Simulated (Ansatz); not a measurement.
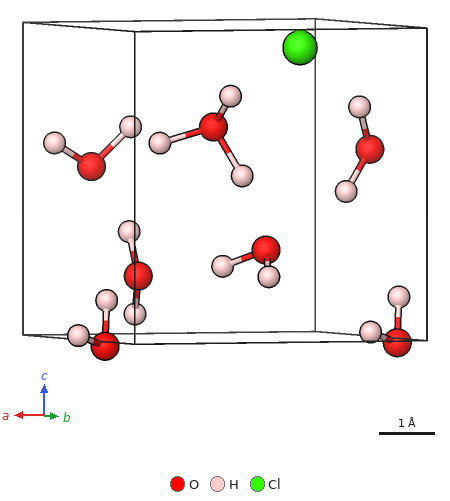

Starting frame of a dynamics run of a periodic cell with 6 H2O + 1 HCl at 1.299 g/cm³. It starts from the last geometry of an earlier run, with fresh velocities. A ball-and-stick model of the simulation cell, seen from a free direction.

All numbers below come from DFT PBE-D3(BJ), scalar-relativistic, plane waves, PAW (Ansatz).

Input file:
```yaml
accuracy: low
crystal:
  lattice:
    - [5.695965, 0.0, 0.0]
    - [0.0, 5.695965, 0.0]
    - [0.0, 0.0, 5.695965]
  atoms:
    - { symbol: O, position: [0.76235548, 0.9911163, 0.53597501] }
    - { symbol: H, position: [0.90513301, 1.03435653, 0.61435051] }
    - { symbol: H, position: [0.64538324, 1.03564399, 0.66302777] }
    - { symbol: O, position: [0.39772382, 0.59937099, 0.28266931] }
    - { symbol: H, position: [0.44461908, 0.74777095, 0.20212189] }
    - { symbol: H, position: [0.49759652, 0.47285037, 0.22819189] }
    - { symbol: O, position: [0.96852698, 0.65201103, -0.01701808] }
    - { symbol: H, position: [0.93378059, 0.57568173, 0.12681048] }
    - { symbol: H, position: [1.10153546, 0.76140749, 0.02178752] }
    - { symbol: O, position: [0.72856259, 0.32122631, 0.19502126] }
    - { symbol: H, position: [0.69454156, 0.2033483, 0.0697272] }
    - { symbol: H, position: [0.71686971, 0.2097703, 0.33376058] }
    - { symbol: O, position: [-0.02743811, 0.41703061, 0.59485062] }
    - { symbol: H, position: [0.0407223, 0.50366329, 0.7337511] }
    - { symbol: H, position: [0.07429764, 0.47155034, 0.46261927] }
    - { symbol: O, position: [0.55469937, 0.53961756, 0.67639768] }
    - { symbol: H, position: [0.468973, 0.57299087, 0.51979338] }
    - { symbol: H, position: [0.72581578, 0.50748966, 0.62557614] }
    - { symbol: Cl, position: [0.42783388, 0.98268823, 0.94165957] }
    - { symbol: H, position: [0.54987276, 0.68065719, 0.77893656] }
basis:
  ecutwfc: 420.0
kpoints:
  mp_grid: { grid: [1, 1, 1] }
hamiltonian:
  xc: pbe
  dispersion: d3bj
scf:
  occupations: { method: fermi_dirac, width: 0.02 }
  lower_state_search: "off"
md:
  timestep: 0.5
  n_steps: 400
  ensemble: nvt_langevin
  temperature: 250.0
  initial_velocities: maxwell_boltzmann
  seed: 542191
  friction: 0.01
```

Command:
```bash
ansatz run input.yaml --threads 1 --pin off --max-ram 3072MiB --backend cpu --events-out ev --progress --plain --runs-dir out
```

Q: What does the trajectory do?

A: The mean temperature in the second half is 209 K (standard deviation 31 K). The potential energy in the second half lies on average 10.5 meV per atom below the first frame. Root-mean-square distances from the starting positions over the second half, with the common drift of all atoms taken out: H 0.47 Å, O 0.36 Å, Cl 0.32 Å. The heavy atoms stay within a fraction of a molecule's size of their starting places; so short a run doesn't tell a liquid from a solid.

Along the run (each row but the first and the last is the mean over the interval that it begins):

```tsv
time (fs)	potential energy (meV/atom)	T (K)
0.0	0.0	238
33.0	-4.5	248
66.0	-9.8	225
99.0	-11.8	197
132.0	-8.3	201
165.0	-10.8	223
198.0	-16.0	268
```

The paths of the atoms:

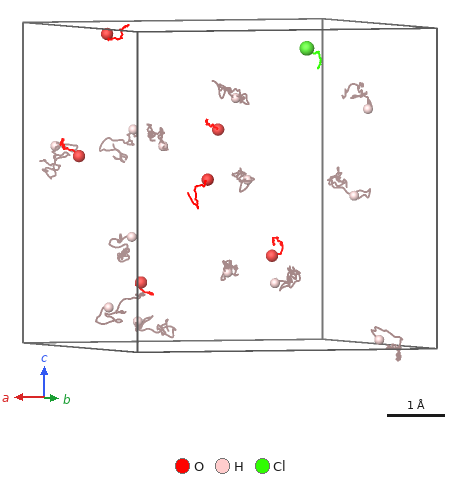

Limits of the set-up: the program's low-accuracy preset was used; the periodic images lie only 5.7 Å apart, so the values are limited by the cell's size.

The run took 4.5 min on 1 thread of Arm Neoverse V2 (shared host), peak memory 0.31 GiB.
